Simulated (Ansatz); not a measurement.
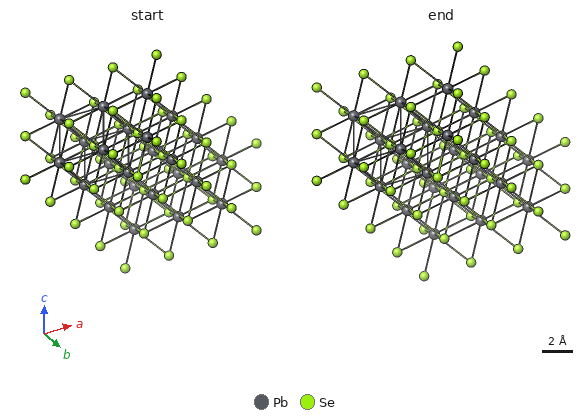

The structure of solid PbSe (built on the CsCl type) before (left) and after (right) a relaxation, at one scale.

Style: ball-and-stick. Shown: the cell of the calculation, repeated 2 × 3 × 1 with one cell outlined, from a free direction.

All numbers below come from DFT, PBEsol, plane waves, PAW (Ansatz 0.2.0). Set-up: plane-wave cutoff 420 eV; k-point mesh 6 × 6 × 6; occupations fermi dirac; smearing width 0.03 eV; no spin polarisation; cell and atoms relaxed; force threshold 0.01 eV/Å; at most 120 steps.

Summarise the run.

No atom moves by more than 0.005 Å relative to the cell. The drawn cell changes as follows: a = b = c 3.445 → 3.702 Å (+7.5 %); the volume changes by +24.1 %. Some distances before and after: Pb–Se 2.983 → 3.206 Å. The space group stays Pm-3m (No. 221). Over 4 accepted moves (5 points after the start) the energy falls by 254 meV per atom. All forces vanish by symmetry, so only the cell relaxes. The pressure goes from 20.58 to 0.00 GPa. At 1 point the geometry stayed and the basis and grid were re-selected for the new cell (energy shift of 0.6 meV per atom at most each time). The run took 1.6 s on 2 threads of AMD EPYC 9R45 96-Core Processor (Zen 5) (shared host), peak memory 0.4 GiB.
